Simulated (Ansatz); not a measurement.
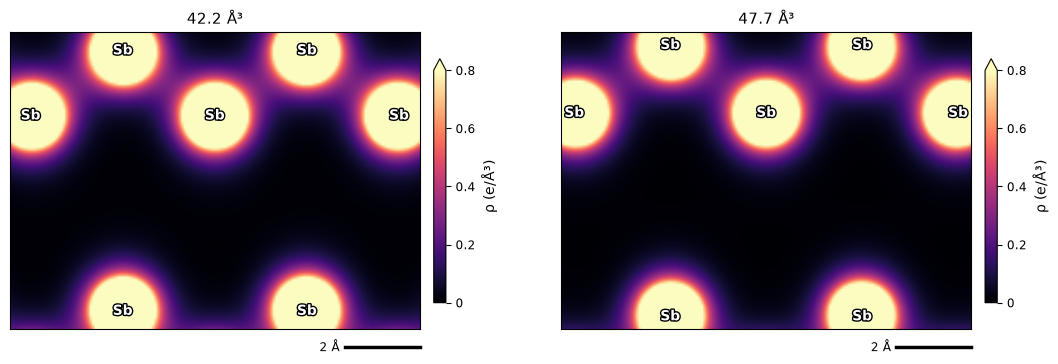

Sb. The valence pseudo-density of cells scaled evenly to different volumes (given per atom above each panel), on the (011̄) plane of each (indices in the axes of the cell below), at one length scale and on one colour scale.

A generated structure, not necessarily the stable one.

These are results of DFT, BLYP, plane waves (420 eV) with PAW, scalar-relativistic in Ansatz 0.2.0, not measurements.

The density is the valence pseudo-density of a PAW calculation; it isn't the true density close to the nuclei.

The largest cell:

```yaml
crystal:
  lattice:
    - [0.00000, 3.62733, 3.62733]
    - [3.62733, 0.00000, 3.62733]
    - [3.62733, 3.62733, 0.00000]
  atoms:
    - { symbol: Sb, position: [0.12500, 0.12500, 0.12500] }
    - { symbol: Sb, position: [0.87500, 0.87500, 0.87500] }
```

| volume (Å³/atom) | Sb–Sb contact in the plane (Å) | ρ at its midpoint (e/Å³) | pressure (GPa) | 
| --- | --- | --- | --- |
| 42.22 | 3.016 | 0.289 | 2.6 | 
| 44.06 | 3.059 | ? | ? | 
| 47.73 | 3.141 | 0.245 | −1.0 | 

### What values belong in the row with question marks?

Over the known rows ln ρ falls by 1.32 per Å of Sb–Sb distance (the line through the two), which gives 0.273 e/Å³ at 3.059 Å; the calculation gives 0.273 e/Å³. For the pressure, a straight line in volume between the neighbouring rows gives 1.4 GPa; the calculation gives 1.2.
